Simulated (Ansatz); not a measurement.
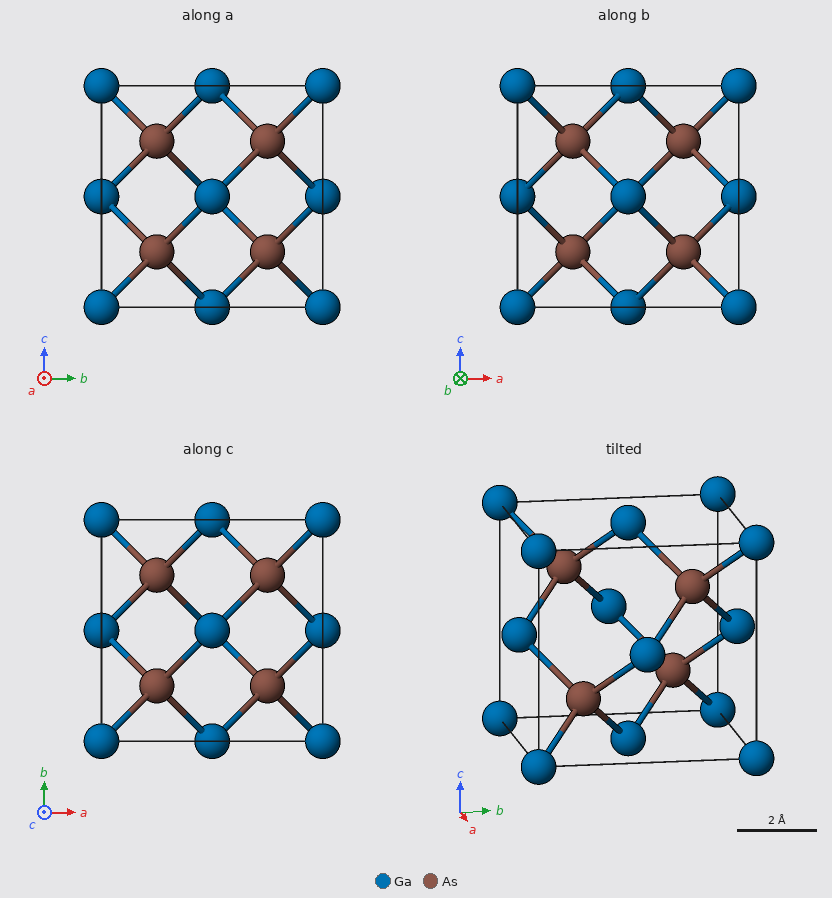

Ball-and-stick representation of a periodic structure, projected along the a axis, along the b axis, along the c axis and slightly off an axis. Thin lines show the conventional unit cell, with boundary atoms drawn in all their periodic places.

Lattice parameters: a = 5.666 Å, b = 5.666 Å, c = 5.666 Å, α = 90.00°, β = 90.00°, γ = 90.00°. Put a along x and b in the xy plane.

> Write down what is shown as a POSCAR file.

```
Ga As
1.0
     5.666    0.000    0.000
     0.000    5.666    0.000
     0.000    0.000    5.666
Ga As
4 4
Direct
  0.0000 0.0000 0.0000
  0.0000 0.5000 0.5000
  0.5000 0.0000 0.5000
  0.5000 0.5000 0.0000
  0.2500 0.2500 0.7500
  0.2500 0.7500 0.2500
  0.7500 0.2500 0.2500
  0.7500 0.7500 0.7500
```

Origin of the cell: a structure type filled with these elements by a generator (whether the compound takes this form wasn't checked). Earlier steps of the study may have refined or changed the cell and positions. It went into a calculation with Ansatz.
